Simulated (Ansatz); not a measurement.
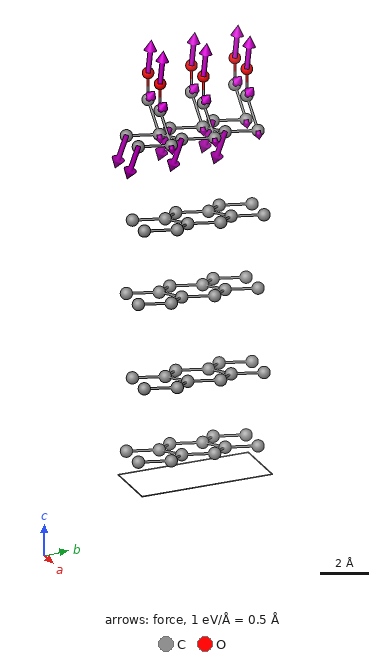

Starting geometry of a slab of composition C11O (cut from the Fmmm phase) with the computed forces as purple arrows. The picture is a ball-and-stick view of the 2 × 3 repeat of the cell, outlined in the plane, without the vacuum, seen slightly off an axis.

Case: CO put at a bridge C-C site. The slab is the (0 0 1) face of C with CO on it. 4 atoms are held fixed.

Computed with Ansatz 0.2.0, DFT PBE+D3(BJ), scalar-relativistic, plane waves, PAW. Set-up: plane-wave cutoff 420 eV; k-point mesh 12 × 12 × 1; occupations gaussian; smearing width 0.1 eV; no spin polarisation; dipole correction; atoms relaxed in a fixed cell; force threshold 0.03 eV/Å; at most 70 steps.

Question: Is this structure relaxed? If not, where do the atoms go?

Answer: It isn't relaxed: the largest force vector, on a C atom, is 3.37 eV/Å. The final displacements follow the starting forces only in part (cosine between the two patterns 0.44). The energy falls by 3.931 eV per cell of the calculation in 23 accepted moves (26 points after the start). The largest force component goes from 3 to 0.0073 eV/Å. The line search rejected the trial step at point 23 of the run. 2 steps only repeated the SCF at the same geometry. The forces were under the threshold at step 15, but the run went on from there. The largest moves, 1.77 Å, are those of C and O atoms. Largest moves by element: C 1.77 Å, O 1.76 Å. The lattice vectors keep their values. Among the contacts that change: C–C 1.571 → 3.465 Å, C–C 1.865 → 3.465 Å, C–O 1.150 → 1.134 Å. Bonds break: C–C (1.57 → 3.46 Å). Cost: 11 min on 1 thread of AMD EPYC 9R45 96-Core Processor (Zen 5), on a shared host, peak memory 0.71 GiB.

Limits of the set-up: the periodic images lie only 2.5 Å apart, so the values are limited by the cell's size.
